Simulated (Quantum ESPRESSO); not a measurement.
## BAs (F-43m): modes at Γ and the response to a field

Which modes does BAs (F-43m) have at the zone centre?

Calculated with Quantum ESPRESSO 7.5; DFT PBE, scalar-relativistic, plane waves, PseudoDojo norm-conserving pseudopotentials.

### Step 1. The starting structure

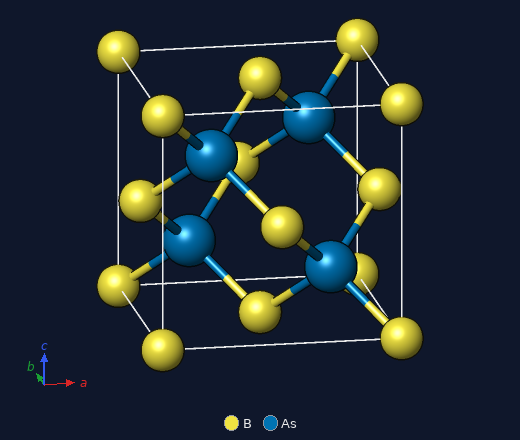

Start, viewed slightly off an axis; boron yellow, arsenic blue. This picture shows the conventional cell, with its axes. Bonds to atoms that aren't drawn are left out. Some periodic images of atoms are drawn too.

### Step 2. A probe with smearing

Before anything dear is run, a loose run with smearing shows whether this is a metal and how far the cell is from rest.

probe.in reads:

```
 &control
    calculation='scf',
    prefix='x',
    outdir='./tmp',
    pseudo_dir='./pseudo',
    tprnfor=.true.,
    tstress=.true.,
    verbosity='high',
 /
 &system
    ibrav=2,
    celldm(1)=9.0272217,
    nat=2,
    ntyp=2,
    ecutwfc=92.0,
    occupations='smearing',
    smearing='gaussian',
    degauss=0.01,
 /
 &electrons
    conv_thr=1.0d-07,
    mixing_beta=0.7,
    electron_maxstep=100,
 /
ATOMIC_SPECIES
 B      10.8100  B.upf
 As     74.9216  As.upf
ATOMIC_POSITIONS crystal
 B      0.000000000   0.000000000   0.000000000
 As     0.250000000   0.250000000   0.250000000
K_POINTS automatic
 6 6 6 0 0 0
```

Launch:

```console
$ OMP_NUM_THREADS=1 mpirun -n 4 pw.x -nk 4 -in probe.in > probe.out
```

The log of the run:

```text
[banners, grids, parts of the stress and lines that vanish by symmetry left out]
Program PWSCF v.7.5
     bravais-lattice index     =            2
     lattice parameter (alat)  =       9.0272  a.u.
[...]
kinetic-energy cutoff     =      92.0000  Ry
     charge density cutoff     =     368.0000  Ry
     scf convergence threshold =      1.0E-07
[...]
Exchange-correlation= PBE
                           (   1   4   3   4   0   0   0)
[...]
24 Sym. Ops. (no inversion) found
[...]
(     0          1          0      )
                  (     0          0          1      )
[...]
(  0.0000000  1.0000000  0.0000000 )
                  (  0.0000000  0.0000000  1.0000000 )
[...]
(     1          0         -1      )
                  (     0          0         -1      )
[...]
(  0.0000000  1.0000000  0.0000000 )
[...]
(    -1          0          1      )
                  (    -1          0          0      )
[...]
(  0.0000000  0.0000000  1.0000000 )
                  (  0.0000000 -1.0000000  0.0000000 )
[...]
number of k points=    16  Gaussian smearing, width (Ry)=  0.0100
[...]
End of self-consistent calculation
[...]
the Fermi energy is    11.9835 ev
!    total energy              =    -218.01761633 Ry
[...]
convergence has been achieved in   6 iterations
[...]
atom    1 type  1   force =     0.00000000    0.00000000    0.00000000
     atom    2 type  2   force =     0.00000000    0.00000000   -0.00000000
[...]
Total force =     0.000000     Total SCF correction =     0.000000
[...]
total   stress  (Ry/bohr**3)                   (kbar)     P=       27.50
[...]
XML data file, charge density, pseudopotentials, collected wavefunctions

   JOB DONE.
```

Elapsed: 2.3 s, on 4 MPI ranks of Arm Neoverse V2, shared host.

This step gave:

* volume per atom: 13.63 Å³
* pressure: 2.75 GPa
* gap on the k-mesh: 1.292 eV

A gap of 1.3 eV opens on this mesh, so the crystal is taken as an insulator; the start stands at 2.8 GPa.

### Step 3. Relaxing the cell and atoms

The relaxation runs at a cutoff a fifth above that of the response, since stress converges more slowly with the basis than frequencies do. Forces and stress are brought to rest with tight thresholds.

relax.in reads:

```
 &control
    calculation='vc-relax',
    prefix='x',
    outdir='./tmp',
    pseudo_dir='./pseudo',
    tprnfor=.true.,
    tstress=.true.,
    forc_conv_thr=2.0d-05,
    etot_conv_thr=1.0d-07,
    nstep=40,
 /
 &system
    ibrav=2,
    celldm(1)=9.0272217,
    nat=2,
    ntyp=2,
    ecutwfc=110,
    occupations='fixed',
    nbnd=11,
 /
 &electrons
    conv_thr=1.0d-11,
    mixing_beta=0.7,
    electron_maxstep=100,
 /
 &ions
 /
 &cell
    press_conv_thr=0.2,
 /
ATOMIC_SPECIES
 B      10.8100  B.upf
 As     74.9216  As.upf
ATOMIC_POSITIONS crystal
 B      0.000000000   0.000000000   0.000000000
 As     0.250000000   0.250000000   0.250000000
K_POINTS automatic
 10 10 10 0 0 0
```

Launch:

```console
$ OMP_NUM_THREADS=1 mpirun -n 4 pw.x -nk 4 -in relax.in > relax.out
```

The log of the run:

```text
[banners, grids, parts of the stress and lines that vanish by symmetry left out]
[banner, memory and clock lines left out]
Program PWSCF v.7.5

[...]
kinetic-energy cutoff     =     110.0000  Ry
     charge density cutoff     =     440.0000  Ry
     scf convergence threshold =      1.0E-11
[...]
energy convergence thresh.=      1.0E-07
     force convergence thresh. =      2.0E-05
     press convergence thresh. =      2.0E-01
     Exchange-correlation= PBE
                           (   1   4   3   4   0   0   0)
[...]
24 Sym. Ops. (no inversion) found
[...]
number of k points=    47
[...]
End of self-consistent calculation
[...]
highest occupied, lowest unoccupied level (ev):    11.3419   12.5377
!    total energy              =    -218.01902568 Ry
[...]
convergence has been achieved in   9 iterations
[...]
atom    1 type  1   force =     0.00000000    0.00000000    0.00000000
     atom    2 type  2   force =     0.00000000    0.00000000    0.00000000
     Total force =     0.000000     Total SCF correction =     0.000000
[...]
total   stress  (Ry/bohr**3)                   (kbar)     P=       27.36
[...]
number of bfgs steps    =   0
[...]
CELL_PARAMETERS (alat=  9.02722170)
[...]
ATOMIC_POSITIONS (crystal)
B                0.0000000000        0.0000000000        0.0000000000
As               0.2500000000        0.2500000000        0.2500000000
[...]
New effective cutoffs (rho, wfc):  435.82  108.97
[...]
End of self-consistent calculation
[...]
highest occupied, lowest unoccupied level (ev):    11.1183   12.3277
!    total energy              =    -218.01933437 Ry
[...]
convergence has been achieved in   8 iterations
[...]
atom    1 type  1   force =     0.00000000   -0.00000000   -0.00000000
     atom    2 type  2   force =     0.00000000   -0.00000000   -0.00000000
     Total force =     0.000000     Total SCF correction =     0.000000
[...]
total   stress  (Ry/bohr**3)                   (kbar)     P=        8.11
[...]
number of bfgs steps    =   1
[...]
CELL_PARAMETERS (alat=  9.02722170)
[...]
ATOMIC_POSITIONS (crystal)
B               -0.0000000000       -0.0000000000       -0.0000000000
As               0.2500000000        0.2500000000        0.2500000000
[...]
New effective cutoffs (rho, wfc):  434.10  108.55
[...]
End of self-consistent calculation
[...]
highest occupied, lowest unoccupied level (ev):    11.0239   12.2391
!    total energy              =    -218.01936554 Ry
[...]
convergence has been achieved in   8 iterations
[...]
atom    1 type  1   force =     0.00000000    0.00000000    0.00000000
     atom    2 type  2   force =    -0.00000000    0.00000000   -0.00000000
     Total force =     0.000000     Total SCF correction =     0.000000
[...]
total   stress  (Ry/bohr**3)                   (kbar)     P=        0.22
[...]
number of bfgs steps    =   2
[...]
CELL_PARAMETERS (alat=  9.02722170)
[...]
ATOMIC_POSITIONS (crystal)
B               -0.0000000000        0.0000000000       -0.0000000000
As               0.2500000000        0.2500000000        0.2500000000
[...]
New effective cutoffs (rho, wfc):  434.06  108.53
[...]
End of self-consistent calculation
[...]
highest occupied, lowest unoccupied level (ev):    11.0213   12.2366
!    total energy              =    -218.01936556 Ry
[...]
convergence has been achieved in   5 iterations
[...]
atom    1 type  1   force =    -0.00000000   -0.00000000   -0.00000000
     atom    2 type  2   force =     0.00000000    0.00000000    0.00000000
     Total force =     0.000000     Total SCF correction =     0.000000
[...]
total   stress  (Ry/bohr**3)                   (kbar)     P=        0.00
[...]
bfgs converged in   4 scf cycles and   3 bfgs steps
[...]
End of BFGS Geometry Optimization
     Final enthalpy           =    -218.0193655599 Ry
     File ./tmp/x.bfgs deleted, as requested
[...]
CELL_PARAMETERS (alat=  9.02722170)
[...]
ATOMIC_POSITIONS (crystal)
B               -0.0000000000        0.0000000000       -0.0000000000
As               0.2500000000        0.2500000000        0.2500000000
[...]
Final scf calculation at the relaxed structure.
[...]
kinetic-energy cutoff     =     110.0000  Ry
     charge density cutoff     =     440.0000  Ry
     scf convergence threshold =      1.0E-13
[...]
press convergence thresh. =      2.0E-01
     Exchange-correlation= PBE
                           (   1   4   3   4   0   0   0)
[...]
24 Sym. Ops. (no inversion) found
[...]
number of k points=    47
[...]
c_bands:  1 eigenvalues not converged
     c_bands:  1 eigenvalues not converged
     c_bands:  1 eigenvalues not converged
[...]
End of self-consistent calculation
[...]
highest occupied, lowest unoccupied level (ev):    11.0212   12.2366
!    total energy              =    -218.01936938 Ry
[...]
convergence has been achieved in  12 iterations
[...]
atom    1 type  1   force =     0.00000000    0.00000000   -0.00000000
     atom    2 type  2   force =     0.00000000   -0.00000000    0.00000000
     Total force =     0.000000     Total SCF correction =     0.000000
[...]
total   stress  (Ry/bohr**3)                   (kbar)     P=       -0.01
[...]
XML data file, charge density, pseudopotentials, collected wavefunctions
```

Run time: 37 s. Hardware: 4 MPI ranks; 2.5 min of CPU time.

Step by step:

```
step  energy less that of the first step (eV)  largest force (eV/Å)  pressure (GPa)  volume (Å³)
   1                                   0.0000                0.0000            2.74        27.25
   2                                  -0.0042                0.0000            0.81        27.63
   3                                  -0.0046                0.0000            0.02        27.80
   4                                  -0.0046                0.0000            0.00        27.80
   5                                  -0.0047                0.0000            0.00        27.80
```

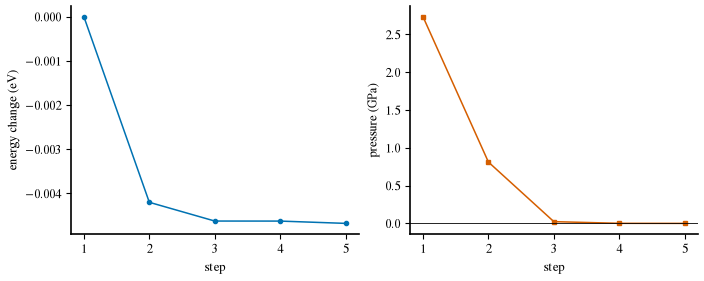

Energy and pressure along the relaxation.

```
conventional cell, symmetrised  before  after  change
                         a (Å)   4.777  4.809  +0.7 %
                         b (Å)   4.777  4.809  +0.7 %
                         c (Å)   4.777  4.809  +0.7 %
              volume (Å³/atom)   13.63  13.90  +2.0 %
```

The relaxed structure:

```xyz
2
Lattice="-2.4045 0.0000 2.4045 0.0000 2.4045 2.4045 -2.4045 2.4045 0.0000" Properties=species:S:1:pos:R:3 pbc="T T T"
B     0.0000    0.0000    0.0000
As   -1.2022    1.2022    1.2022
```

The last row of the table of steps is pw.x's closing run on a basis chosen anew for the final cell, so its energy can jump.

This step gave:

```yaml
volume_per_atom: 13.90 Å³
pressure: -0.001 GPa
gap_on_the_k_mesh: 1.215 eV
```

The volume changes by +2.0 % from the cell with which this run began.

### Step 4. Ground state

The response is built on this ground state, so it is converged far tighter than an energy would need. With a gap, occupations are fixed, which also allows the response to an electric field.

scf.in reads:

```
 &control
    calculation='scf',
    prefix='x',
    outdir='./tmp',
    pseudo_dir='./pseudo',
    tprnfor=.true.,
    tstress=.true.,
 /
 &system
    ibrav=2,
    celldm(1)=9.08762275,
    nat=2,
    ntyp=2,
    ecutwfc=92.0,
    occupations='fixed',
    nbnd=11,
 /
 &electrons
    conv_thr=1.0d-12,
    mixing_beta=0.7,
    electron_maxstep=100,
 /
ATOMIC_SPECIES
 B      10.8100  B.upf
 As     74.9216  As.upf
ATOMIC_POSITIONS crystal
 B      0.000000000   0.000000000   0.000000000
 As     0.250000000   0.250000000   0.250000000
K_POINTS automatic
 12 12 12 0 0 0
```

Launch:

```console
$ OMP_NUM_THREADS=1 mpirun -n 4 pw.x -nk 4 -in scf.in > scf.out
```

The log of the run:

```text
[banners, grids, parts of the stress and lines that vanish by symmetry left out]
[banner, memory and clock lines left out]
Program PWSCF v.7.5

[...]
kinetic-energy cutoff     =      92.0000  Ry
     charge density cutoff     =     368.0000  Ry
     scf convergence threshold =      1.0E-12
[...]
Exchange-correlation= PBE
                           (   1   4   3   4   0   0   0)
[...]
24 Sym. Ops. (no inversion) found
[...]
number of k points=    72
[...]
End of self-consistent calculation
[...]
highest occupied, lowest unoccupied level (ev):    11.0212   12.2450
!    total energy              =    -218.01935072 Ry
[...]
convergence has been achieved in  12 iterations
[...]
atom    1 type  1   force =     0.00000000    0.00000000    0.00000000
     atom    2 type  2   force =     0.00000000    0.00000000   -0.00000000
     Total force =     0.000000     Total SCF correction =     0.000000
[...]
total   stress  (Ry/bohr**3)                   (kbar)     P=       -0.03
[...]
XML data file, charge density, pseudopotentials, collected wavefunctions
```

The job ended after 10 s (4 MPI ranks; 41 s of CPU time).

This step gave:

- pressure: -0.003000 GPa
- gap on the k-mesh: 1.224 eV

The cell stands at -0.0030 GPa, close enough for phonons.

(Part 1 of 5 ends here.)

[Host names and launcher messages were left out of these logs when they were recorded.]

[Logs are printed without paths, hosts, clocks, repeated set-up lines and the standing remarks that a program may print on its own settings, such as how far it seeks lower states.]

[Hosts, paths, dates, database ids (printed as entryN), source tags and the programs' standing remarks are cut or masked in the printed files.]
